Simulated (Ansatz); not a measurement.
System: EuO, space group Fm-3m (No. 225) (one of a set of cubic test structures, which need not be the stable phase).

Input of one of the runs behind the figure:
```
crystal:
  lattice:
    - [0.0, 2.424477515238, 2.424477515238]
    - [2.424477515238, 0.0, 2.424477515238]
    - [2.424477515238, 2.424477515238, 0.0]
  atoms:
    - { symbol: Eu, position: [0, 0, 0] }
    - { symbol: O, position: [0.5, 0.5, 0.5] }
kpoints:
  mp_grid: { grid: [39, 39, 39] }
hamiltonian:
  xc: pbe
  pseudopotentials: { kind: paw }
scf:
  occupations: { method: fermi_dirac, width: 0.061225619053 }
output:
  forces: true
  stress: true
```

Command:
```bash
ansatz run input.yaml --threads 2
```

Computed with Ansatz 0.2.0 development build: equation of state of a cubic crystal from periodic Kohn-Sham density functional theory without spin, third-order Birch-Murnaghan fit to the free energies; pressure corrected for the finite basis. Level: PBE.

- structure type: rock salt
- atoms in cell: 2
- space group number: 225
- lattice centring: face-centred primitive
- k mesh: 39×39×39
- occupation method: Fermi–Dirac
- occupation width: 0.06123 eV
- wave cutoff: 420 eV
- datasets: soft-1 PAW
- density tolerance: 1e−07 eV
- bands: 19
- density cutoff ratio: 4
- search for lower states: default

What does the calculation give for the energy above the lowest point and pressure against volume? The volume takes the values 13.40, 13.68, 13.97, 14.25, 14.54, 14.82, 15.11 Å³/atom.

A third-order Birch–Murnaghan fit gives V0 = 14.24 Å³/atom, B0 = 130 GPa and B′ = 4.8. The energy above the lowest point is 23.1 meV/atom at volume 13.40 Å³/atom and 18.9 meV/atom at 15.11 Å³/atom; the lowest computed point is at volume 14.25 Å³/atom (0.0 meV/atom). The pressure falls from 9.2 GPa at volume 13.40 Å³/atom to −6.7 GPa at 15.11 Å³/atom, and changes sign near 14.24 Å³/atom.

| volume (Å³/atom) | energy above the lowest point (meV/atom) | pressure (GPa) |
| --- | --- | --- |
| 13.40 | 23.1 | 9.2 |
| 13.68 | 9.8 | 5.8 |
| 13.97 | 2.3 | 2.7 |
| 14.25 | 0.0 | −0.1 |
| 14.54 | 2.3 | −2.5 |
| 14.82 | 8.8 | −4.7 |
| 15.11 | 18.9 | −6.7 |

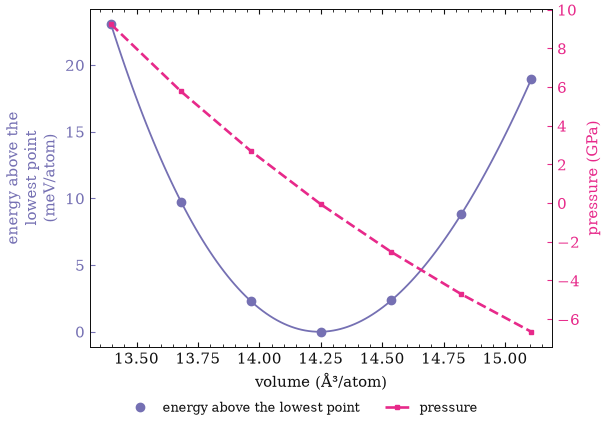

Limits of the calculation: open f shell treated without spin.
